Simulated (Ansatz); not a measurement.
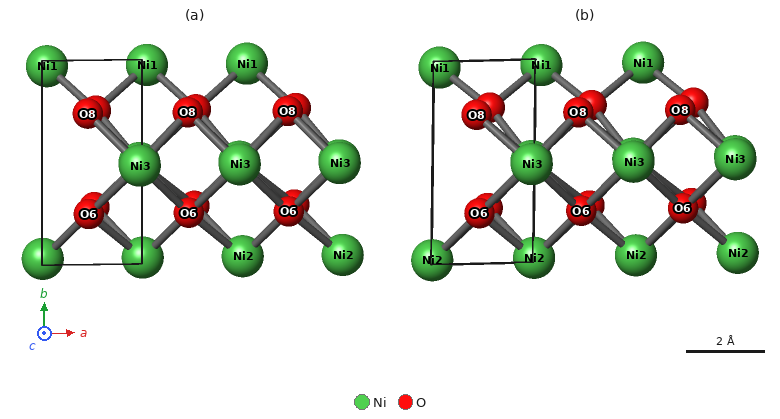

The structure of a crystal of NiO (built on the caesium chloride_221 type) (coarse preliminary run) before (left) and after (right) a relaxation, at one scale.

Style: ball-and-stick. Shown: the cell of the calculation, repeated 3 × 1 × 1 with one cell outlined, along the c axis.

Theory: DFT r2SCAN, scalar-relativistic, plane waves, PAW in Ansatz.

Input
```yaml
crystal:
  lattice:
    - [2.5722010759, 0.017314308, -0.0174234406]
    - [0.034628616, 5.2589775504, -0.0772884497]
    - [-0.0348468811, -0.0772884497, 5.178404988]
  atoms:
    - { symbol: Ni, position: [1.0495770596, -0.0266265288, 0.0299735321], spin: 1.67 }
    - { symbol: Ni, position: [0.007645321, 0.0311129862, 0.4906501795], spin: 1.67 }
    - { symbol: Ni, position: [0.9780676824, 0.4809570593, -0.0104138809], spin: 1.67 }
    - { symbol: Ni, position: [0.9743444363, 0.4938056554, 0.5178380022], spin: 1.67 }
    - { symbol: O, position: [0.5242105275, 0.2809400481, 0.2175473651], spin: 0.56 }
    - { symbol: O, position: [0.4684962889, 0.2474939707, 0.7254894858], spin: 0.56 }
    - { symbol: O, position: [0.5391554726, 0.7531722129, 0.2575468179], spin: 0.56 }
    - { symbol: O, position: [0.4585032118, 0.7391445962, 0.7713684982], spin: 0.56 }
basis:
  ecutwfc: 500
kpoints:
  mp_grid: { grid: [10, 6, 6] }
hamiltonian:
  xc: r2scan
scf:
  occupations: { method: gaussian, width: 0.1 }
output:
  forces: true
  stress: true
  eigenvalues: true
  populations: true
magnetization:
  spin_polarized: true
relax:
  adjacent_minimum: "off"
  f_tol: 0.015
  max_steps: 120
  cell: { stress_tol: 0.15 }
```

Command:
```bash
ansatz run input.yaml --threads 1 --pin off --max-ram 2560MiB --backend cpu --events-out ev --progress --plain --runs-dir out
```

Q: Describe what moved and what it gained.

A: The run was cut off at its time limit before the relaxation converged, so the last structure is only a point on the way. The energy falls by 86.5 meV per atom in 1 geometry step. The largest force component goes from 1.5 to 1.5 eV/Å. The pressure goes from 7.18 to 2.71 GPa. O7 moves most relative to the cell: 0.096 Å along [2 2 1]. Largest moves by element: O 0.096 Å, Ni 0.058 Å. The volume changes by +1.9 %, with a 2.572 → 2.621 Å (+1.9 %), b 5.260 → 5.227 Å (−0.6 %), c 5.179 → 5.216 Å (+0.7 %), α 91.7° → 91.3°, β 90.8° → 91.4°, γ 89.2° → 87.9°. Near-neighbour distances that change, for instance: Ni3–O7 2.438 → 2.543 Å, Ni2–O5 2.388 → 2.487 Å, Ni1–O8 2.350 → 2.437 Å, Ni3–O6 2.234 → 2.314 Å. Bond angles that change, for instance: Ni1–O7–Ni2 108.2° → 114.5°, Ni1–O7–Ni2 105.1° → 111.0°, O5–Ni1–O7 80.6° → 75.6°. The space group stays P1 (No. 1). Cost: 14 min on 1 thread of Intel(R) Xeon(R) 6975P-C (Granite Rapids) (shared host), peak memory 1.7 GiB.
